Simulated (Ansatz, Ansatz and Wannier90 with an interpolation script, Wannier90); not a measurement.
**Settings in Wannier-interpolated G0W0: GaP (F-43m)**

How do the Wannier model and the GW settings move the interpolated bands of GaP (F-43m)?

Calculated with Wannier90 4.0.3; maximally localised Wannier functions from the overlaps of LDA states (plane waves, PAW).

### Step 1. The starting structure

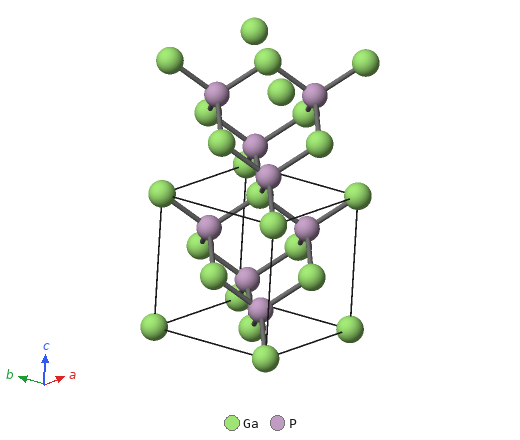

The cell as given, from a free direction (gallium green, phosphorus pink). 1×1×2 cells are drawn. This picture shows the conventional cell, with its axes. Bonds to atoms that aren't drawn are left out. Some periodic images of atoms are drawn too.

The cell and positions come from the Crystallography Open Database and are kept as given unless a step says otherwise.

### Step 2. Wannier model on 16×16×16, by Wannier90

Localised functions give a small Hamiltonian that interpolates between mesh points at no cost.

w.win reads:

```
num_iter = 1200
conv_tol = 1.0e-8
conv_window = 5
dis_num_iter = 4000
dis_conv_tol = 1.0e-8
dis_mix_ratio = 0.7
write_hr = true
use_ws_distance = false
num_print_cycles = 50
! ansatz wannier90 interface
! projections by site (counted from 0) and shell: 0 4S, 0 4P, 1 3P
! states of the run's bands (counted from 1): 1-17
num_bands = 17
num_wann  = 7
dis_win_min = -0.16
dis_win_max = 18.73
dis_froz_min = -0.16
dis_froz_max = 10.59
guiding_centres = true

begin unit_cell_cart
Ang
                      0.0                  2.72525                  2.72525
                  2.72525                      0.0                  2.72525
                  2.72525                  2.72525                      0.0
end unit_cell_cart

begin atoms_frac
Ga                       0.0                      0.0                      0.0
P                       0.75                     0.75                     0.75
end atoms_frac

mp_grid = 16 16 16

[... the mesh's points ...]
```

Run with:

```bash
OMP_NUM_THREADS=1 mpirun -n 8 wannier90.x w > wannier90.x.log
```

Numbers of over 12 decimals in the logs are rounded to 6 here.

The log of the run:

```text
TEM
                                    ------

                              Lattice Vectors (Ang)
                    a_1     0.000000   2.725250   2.725250
                    a_2     2.725250   0.000000   2.725250
                    a_3     2.725250   2.725250   0.000000

                   Unit Cell Volume:      40.48080  (Ang^3)

                        Reciprocal-Space Vectors (Ang^-1)
                    b_1    -1.152772   1.152772   1.152772
                    b_2     1.152772  -1.152772   1.152772
                    b_3     1.152772   1.152772  -1.152772

 *----------------------------------------------------------------------------*
 |   Site       Fractional Coordinate          Cartesian Coordinate (Ang)     |
 +----------------------------------------------------------------------------+
 | ga   1   0.00000   0.00000   0.00000   |    0.00000   0.00000   0.00000    |
 | p    1   0.75000   0.75000   0.75000   |    4.08788   4.08788   4.08788    |
 *----------------------------------------------------------------------------*
                                ------------
                                K-POINT GRID
                                ------------

             Grid size = 16 x 16 x 16      Total points = 4096

 *---------------------------------- MAIN ------------------------------------*
 |  Number of Wannier Functions               :                 7             |
 |  Number of Objective Wannier Functions     :                 7             |
 |  Number of input Bloch states              :                17             |
 |  Output verbosity (1=low, 5=high)          :                 1             |
 |  Timing Level (1=low, 5=high)              :                 1             |
 |  Optimisation (0=memory, 3=speed)          :                 3             |
 |  Length Unit                               :               Ang             |
 |  Post-processing setup (write *.nnkp)      :                 F             |
 |  Using Gamma-only branch of algorithms     :                 F             |
 *----------------------------------------------------------------------------*
 *------------------------------- WANNIERISE ---------------------------------*
 |  Total number of iterations                :              1200             |
 |  Number of CG steps before reset           :                 5             |
 |  Trial step length for line search         :             2.000             |
 |  Convergence tolerence                     :         0.100E-07             |
 |  Convergence window                        :                 5             |
 |  Iterations between writing output         :                50             |
 |  Iterations between backing up to disk     :               100             |
 |  Write r^2_nm to file                      :                 F             |
[...]
Sum of centres and spreads ( 12.263625, 12.263625, 12.263625 )    27.02897871

      0     0.270E+02     0.0000000000       27.0289787060       6.25  <-- CONV
        O_D=      0.4095168 O_OD=      6.1989503 O_TOT=     27.0289787 <-- SPRD
 ------------------------------------------------------------------------------
 Cycle:      1
[...]
Sum of centres and spreads ( 12.263625, 12.263625, 12.263625 )    26.66490935

      1    -0.364E+00     0.1907592761       26.6649093509       6.29  <-- CONV
        O_D=      0.3597598 O_OD=      5.8846379 O_TOT=     26.6649094 <-- SPRD
 Delta: O_D= -0.4975699E-01 O_OD= -0.3143124E+00 O_TOT= -0.3640694E+00 <-- DLTA
 ------------------------------------------------------------------------------
 Cycle:     50
[...]
Sum of centres and spreads ( 12.263625, 12.263625, 12.263625 )    26.00882957

     50    -0.192E-04     0.0018241348       26.0088295725       8.23  <-- CONV
        O_D=      0.3715715 O_OD=      5.2167463 O_TOT=     26.0088296 <-- SPRD
 Delta: O_D=  0.1980775E-04 O_OD= -0.3904703E-04 O_TOT= -0.1923928E-04 <-- DLTA
 ------------------------------------------------------------------------------
 Cycle:    100
[...]
Sum of centres and spreads ( 12.263625, 12.263625, 12.263625 )    26.00871014

    100    -0.234E-07     0.0000740912       26.0087101371      10.17  <-- CONV
        O_D=      0.3716108 O_OD=      5.2165876 O_TOT=     26.0087101 <-- SPRD
 Delta: O_D=  0.1772796E-07 O_OD= -0.4116054E-07 O_TOT= -0.2343258E-07 <-- DLTA
 ------------------------------------------------------------------------------

             <<<     Delta < 1.000E-08  over  5 iterations     >>>
             <<< Wannierisation convergence criteria satisfied >>>

 Final State
[...]
WF centre and spread    6  (  4.087875,  4.087875,  4.087875 )     2.81919544
  WF centre and spread    7  (  4.087875,  4.087875,  4.087875 )     2.81919544
  Sum of centres and spreads ( 12.263625, 12.263625, 12.263625 )    26.00870973

         Spreads (Ang^2)       Omega I      =    20.420511676
        ================       Omega D      =     0.371612215
                               Omega OD     =     5.216585841
    Final Spread (Ang^2)       Omega Total  =    26.008709733
 ------------------------------------------------------------------------------

 Writing checkpoint file w.chk... done

 *---------------------------------------------------------------------------*
 |                               PLOTTING                                    |
 *---------------------------------------------------------------------------*

 *===========================================================================*
 |                             TIMING INFORMATION                            |
 *===========================================================================*
 |    Tag                                                Ncalls      Time (s)|
 |---------------------------------------------------------------------------|
 |kmesh: get                                        :         1         0.963|
 |overlap: read                                     :         1         5.210|
 |dis: main                                         :         1         6.279|
 |wann: main                                        :         1         4.811|
 |plot: main                                        :         1         0.308|
 *---------------------------------------------------------------------------*
 All done: wannier90 exiting
```

It took 22 s on 8 MPI ranks of Arm Neoverse V2, shared host; 2.9 min of CPU time.

This step gave:

| Item | Value |
| --- | --- |
| gauge-invariant spread | 20.42 Å² |
| diagonal spread | 0.3716 Å² |
| off-diagonal spread | 5.217 Å² |
| total spread | 26.01 Å² |
| disentanglement steps | 324 |
| r.m.s. interpolation error | 0.001001 eV |
| r.m.s. error near the gap | 0.001339 eV |

Near the gap the model misses directly solved bands by 1.3 meV r.m.s. and by 5 meV at most in the window tested. This tests the starting bands, not the corrections carried with them.

### Step 3. Wannier model on 16×16×16, by the program's own minimiser

This step: maximally localised Wannier functions, LDA, plane waves, PAW.

input.yaml reads:

```yaml
crystal:
  lattice:
    - [0.0, 2.72525, 2.72525]
    - [2.72525, 0.0, 2.72525]
    - [2.72525, 2.72525, 0.0]
  atoms:
    - { symbol: Ga, position: [0.0, 0.0, 0.0] }
    - { symbol: P, position: [0.75, 0.75, 0.75] }
kpoints:
  mp_grid: { grid: [8, 8, 8] }
hamiltonian:
  xc: lda
scf:
  occupations: { method: fixed }
  n_extra_bands: 30
output:
  wannier:
    kmesh: [16, 16, 16]
    projections:
      - { species: Ga, l: s, shell: 4 }
      - { species: Ga, l: p, shell: 4 }
      - { species: P, l: p, shell: 3 }
    minimise: true
    write_hr: true
    seedname: w
    conv_tol: 1.0e-06
    max_iter: 20000
    stability_check: false
    disentanglement:
      window: [-0.16, 18.73]
      frozen_window: [-0.16, 10.59]
      conv_tol: 1.0e-08
```

Run with:

```bash
ansatz run input.yaml --threads 12 --pin off --max-ram 22118MiB --backend cpu --events-out ev --progress --plain --runs-dir out
```

The log of the run:

```text
scf.n_extra_bands = 30 over 9 filled bands (N_el = 18.0): the run solves 39 bands
Engine: ansatz 0.2.0, aarch64-unknown-linux-gnu
Pseudopotentials: kind: paw
Pseudopotential: Ga, paw, valence charge 13, recommended cutoff 420 eV (normal), Ga.paw.azcp
Pseudopotential: P, paw, valence charge 5, recommended cutoff 420 eV (normal), P.paw.azcp
Functional definition: SPW92
  exchange = slater_x
  correlation = pw_c
Crystal: 2 atoms, lattice volume = 40.481 Å³
Basis set: ecut = 420 eV, 749 PW (Γ)
Bands: 39, of which v1, the nominal top of the filled ones, is band 9 counted from 1 (8 counted from 0)
Symmetry: 24 space group operations
Space group: F-43m (ITA 216), of the structure as read, at distance tolerance 3.4e-5 Å
k-points: 29 of 512 (time reversal used)
Non-local potential: Ga, projectors of the file, l = 0: 2, l = 1: 2, l = 2: 3, l = 3: 1
Non-local potential: P, projectors of the file, l = 0: 2, l = 1: 2, l = 2: 2
PAW form: soft (Blöchl's): semilocal exchange-correlation on the pseudo side does not see the compensation charge
PAW frozen core: Ga, regenerated for the run's functional, and the local potential with it (the file was generated under x = pbe(κ = 0.804, μ = 0.219515), c = pbe(β = 0.066725))
PAW frozen core: P, regenerated for the run's functional, and the local potential with it (the file was generated under x = pbe(κ = 0.804, μ = 0.219515), c = pbe(β = 0.066725))
PAW one-centre angular grid: Ga, 590 points (default); XC on 64 Gauss nodes
PAW one-centre angular grid: P, 110 points (default); XC on 64 Gauss nodes
[...]
SCF 1 converged in 6 iterations: F = -4433.754006 eV  dr2 = 9.39e-9
[...]
NSCF: frozen V_eff on 148 k-points
the Wannier pass solved 148 of the 4096 points of its mesh, and has the states at the others by symmetry: states obtained by the crystal's operations at points that were solved too leave a residual of 3.36e-13 eV (read by the count's bands and the next), within 5.56e-6 eV
SCF converged after 6 iterations
Free energy (F): -4433.754006 eV
Harris-Foulkes:  -4433.754006 eV  (|F-HF|=1.06e-8)
Internal energy: -4433.754006 eV  (E = F + TS)
E sigma→0 (E₀):  -4433.754006 eV
Fermi energy:    6.841103 eV
--- Per-component energies (eV) ---
  E_band       = -64.446194
  E_kinetic    = 186.636848
  E_local      = -2205.926774  (includes V_loc(G=0)·N_el)
  E_nonlocal   = 462.001074
  E_hartree    = 1017.401497
  E_xc         = -130.095732
  E_vxc        = -119.630242  (∫ρ·V_xc dr)
  E_paw        = -2452.971692  (= ΣΔE_a)
  E_vpaw       = -422.334600  (= ΣTr[D̂ρ^β])
  E_aug_tail   = -0.000116  (compensation charges beyond the density's cutoff)
  E_ewald      = -1312.644944
  E_core_change = 1.845831  (= ΣΔE_core)
  E_smearing   = -0.000000  (= −TS)
  E_closure    = -0.000000  (closes the sum)
  Σ components = -4433.754006   (vs F -4433.754006, Δ=0.00e0)
--- Band table (eV; the first three rows and the last of 29) ---
  k-point 0: bands = [... 5 lower, -5.6784, 6.8411, 6.8411, 6.8411, 8.4498, 10.6273, 10.6273, 10.6273, ... 26 higher]
  k-point 1: bands = [... 5 lower, -5.4762, 5.1631, 6.6069, 6.6069, 9.1205, 10.9795, 10.9795, 11.1779, ... 26 higher]
  k-point 2: bands = [... 5 lower, -4.9014, 2.9037, 6.1692, 6.1692, 8.8287, 11.4879, 11.4879, 13.0180, ... 26 higher]
  k-point 28: bands = [... 5 lower, -2.5836, 0.1961, 3.2200, 3.3672, 11.4297, 11.6027, 12.7992, 12.8416, ... 26 higher]
Wannier search: line search 1 of at most 20000: gauge-dependent spread (as the search counts it) 6.2449481 Å², largest recent change 3.6e-1 Å² against conv_tol 1.0e-6 Å², 0 stops escaped
```

Run time: 13 s. Hardware: 12 threads; peak memory 2.7 GiB; 62 s of CPU time.

Numbers from this step:

| Item | Value |
| --- | --- |
| gauge-invariant spread | 20.42 Å² |
| diagonal spread | 0.3721 Å² |
| off-diagonal spread | 5.217 Å² |
| total spread | 26.01 Å² |
| least projectability | 0.1441 |
| localisation steps | 87 |
| disentanglement steps | 312 |
| r.m.s. interpolation error | 9.99e-4 eV |
| r.m.s. error near the gap | 0.001336 eV |

Near the gap the model misses directly solved bands by 1.3 meV r.m.s. and by 5 meV at most in the window tested. This tests the starting bands, not the corrections carried with them.

Frozen up to 3.75 eV; above it the model need not follow the bands. Electronic bands along the path, in eV, zero at the valence-band top; v1 is the highest filled band, c1 the lowest empty one:

```csv
point,v3,v2,v1,c1,c2,c3,c4
Γ,0.00,0.00,0.00,1.61,3.79,3.79,3.79
X,-6.85,-2.71,-2.71,1.50,1.68,10.43,10.43
U,-6.64,-3.99,-2.28,2.04,4.78,8.21,8.83
jump to K,-6.64,-3.99,-2.28,2.04,4.78,8.21,8.83
Γ,0.00,0.00,0.00,1.61,3.79,3.79,3.79
L,-6.72,-1.13,-1.13,1.50,4.72,4.72,8.17
W,-6.64,-3.62,-3.47,4.62,4.76,5.96,6.72
X,-6.85,-2.71,-2.71,1.50,1.68,10.43,10.43
```

The same for Kohn-Sham, solved directly:

```csv
point,v3,v2,v1,c1,c2,c3,c4
Γ,0.00,0.00,0.00,1.61,3.79,3.79,3.79
X,-6.85,-2.71,-2.71,1.50,1.68,10.43,10.43
U,-6.64,-3.99,-2.28,2.04,4.68,8.10,8.13
K,-6.64,-3.99,-2.28,2.04,4.68,8.10,8.13
Γ,0.00,0.00,0.00,1.61,3.79,3.79,3.79
L,-6.72,-1.13,-1.13,1.50,4.62,4.62,8.05
W,-6.64,-3.62,-3.47,4.59,4.76,5.96,6.00
X,-6.85,-2.71,-2.71,1.50,1.68,10.43,10.43
```

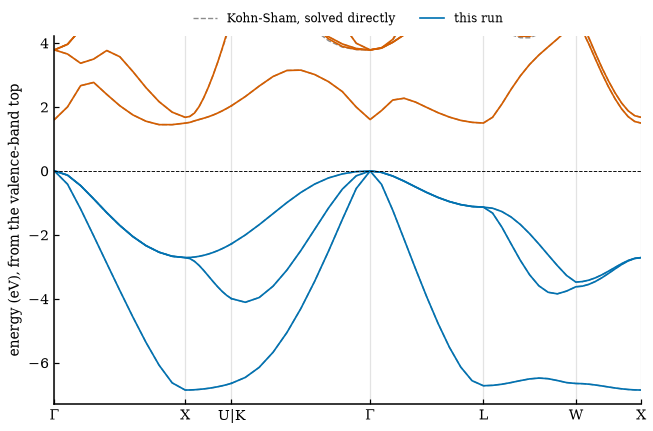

Electronic bands along the path; lines of filled and empty bands in two colours; dashed: Kohn-Sham, solved directly.

### Step 4. Wannier model on 8×8×8, by Wannier90

This step: maximally localised Wannier functions from the overlaps of LDA states (plane waves, PAW).

Changes to w.win since step 2:

```diff
@@ -32,3 +32,3 @@
 
-mp_grid = 16 16 16
+mp_grid = 8 8 8
```

Run with:

```bash
OMP_NUM_THREADS=1 mpirun -n 8 wannier90.x w > wannier90.x.log
```

The log of the run:

```text
[banner, memory and clock lines left out]
TEM
                                    ------

                              Lattice Vectors (Ang)
                    a_1     0.000000   2.725250   2.725250
                    a_2     2.725250   0.000000   2.725250
                    a_3     2.725250   2.725250   0.000000

                   Unit Cell Volume:      40.48080  (Ang^3)

                        Reciprocal-Space Vectors (Ang^-1)
                    b_1    -1.152772   1.152772   1.152772
                    b_2     1.152772  -1.152772   1.152772
                    b_3     1.152772   1.152772  -1.152772

 *----------------------------------------------------------------------------*
 |   Site       Fractional Coordinate          Cartesian Coordinate (Ang)     |
 +----------------------------------------------------------------------------+
 | ga   1   0.00000   0.00000   0.00000   |    0.00000   0.00000   0.00000    |
 | p    1   0.75000   0.75000   0.75000   |    4.08788   4.08788   4.08788    |
 *----------------------------------------------------------------------------*
                                ------------
                                K-POINT GRID
                                ------------

             Grid size =  8 x  8 x  8      Total points =  512

 *---------------------------------- MAIN ------------------------------------*
 |  Number of Wannier Functions               :                 7             |
 |  Number of Objective Wannier Functions     :                 7             |
 |  Number of input Bloch states              :                17             |
 |  Output verbosity (1=low, 5=high)          :                 1             |
 |  Timing Level (1=low, 5=high)              :                 1             |
[...]
Sum of centres and spreads ( 12.263625, 12.263625, 12.263625 )    23.92409861

      1    -0.526E+00     0.3865028029       23.9240986067       0.24  <-- CONV
        O_D=      0.3011321 O_OD=      5.5636062 O_TOT=     23.9240986 <-- SPRD
 Delta: O_D= -0.6178497E-01 O_OD= -0.4643801E+00 O_TOT= -0.5261651E+00 <-- DLTA

             <<<     Delta < 1.000E-08  over  5 iterations     >>>
             <<< Wannierisation convergence criteria satisfied >>>

 Final State
[...]
WF centre and spread    6  (  4.087875,  4.087875,  4.087875 )     2.55983571
  WF centre and spread    7  (  4.087875,  4.087875,  4.087875 )     2.55983571
  Sum of centres and spreads ( 12.263625, 12.263625, 12.263625 )    23.64912125

         Spreads (Ang^2)       Omega I      =    18.059360295
        ================       Omega D      =     0.330743017
                               Omega OD     =     5.259017938
    Final Spread (Ang^2)       Omega Total  =    23.649121250

 Writing checkpoint file w.chk... done

 *---------------------------------------------------------------------------*
 |                               PLOTTING                                    |
 *---------------------------------------------------------------------------*

 *===========================================================================*
 |                             TIMING INFORMATION                            |
 *===========================================================================*
 |    Tag                                                Ncalls      Time (s)|
 |---------------------------------------------------------------------------|
 |kmesh: get                                        :         1         0.113|
 |overlap: read                                     :         1         0.651|
 |dis: main                                         :         1         0.243|
 |wann: main                                        :         1         0.229|
 |plot: main                                        :         1         0.042|
 *---------------------------------------------------------------------------*
 All done: wannier90 exiting
```

The job ended after 2.2 s (8 MPI ranks).

This step gave:

```yaml
gauge_invariant_spread: 18.06 Å²
diagonal_spread: 0.3307 Å²
off_diagonal_spread: 5.259 Å²
total_spread: 23.65 Å²
disentanglement_steps: 106
r_m_s_interpolation_error: 0.01004 eV
r_m_s_error_near_the_gap: 0.01348 eV
```

Near the gap the model misses directly solved bands by 13.5 meV r.m.s. and by 99 meV at most in the window tested. This tests the starting bands, not the corrections carried with them.

Frozen up to 3.75 eV; above it the model need not follow the bands. The electronic bands at the labelled points (eV, zero at the valence-band top; v1 is the highest filled band, c1 the lowest empty one):

```csv
point,v3,v2,v1,c1,c2,c3,c4
Γ,0.00,0.00,0.00,1.61,3.79,3.79,3.79
X,-6.85,-2.71,-2.71,1.50,1.68,10.43,10.43
U,-6.64,-3.99,-2.28,2.04,4.87,8.21,8.85
jump to K,-6.64,-3.99,-2.28,2.04,4.87,8.21,8.85
Γ,0.00,0.00,0.00,1.61,3.79,3.79,3.79
L,-6.72,-1.13,-1.13,1.50,4.87,4.87,8.22
W,-6.64,-3.62,-3.47,4.68,4.76,5.96,7.11
X,-6.85,-2.71,-2.71,1.50,1.68,10.43,10.43
```

The same for Kohn-Sham, solved directly:

(Unchanged from step 3.)

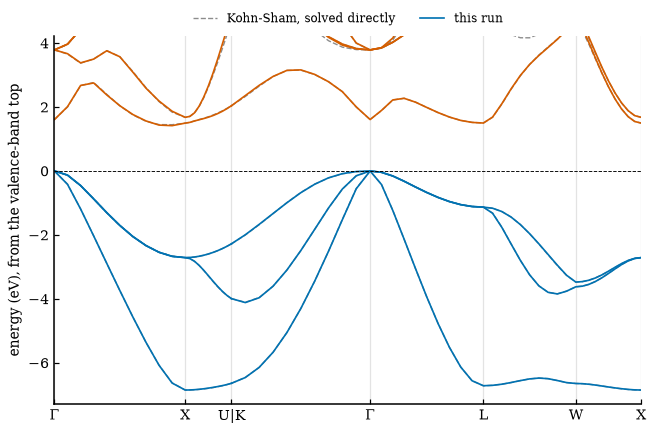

Electronic bands along the path; lines of filled and empty bands in two colours; dashed: Kohn-Sham, solved directly.

(Continued in part 2 of 2.)

[Paths, hosts, dates, memory and timing lines, banners, echoed tables and standing remarks are left out of the program output.]

[Logs are printed without paths, hosts, clocks, repeated set-up lines and the standing remarks that a program may print on its own settings, such as how far it seeks lower states.]

[Runs of the session that timed out or met a known fault of the program may be left out.]

[Hosts, paths, dates, database ids (printed as entryN), source tags and the programs' standing remarks are cut or masked in the printed files.]
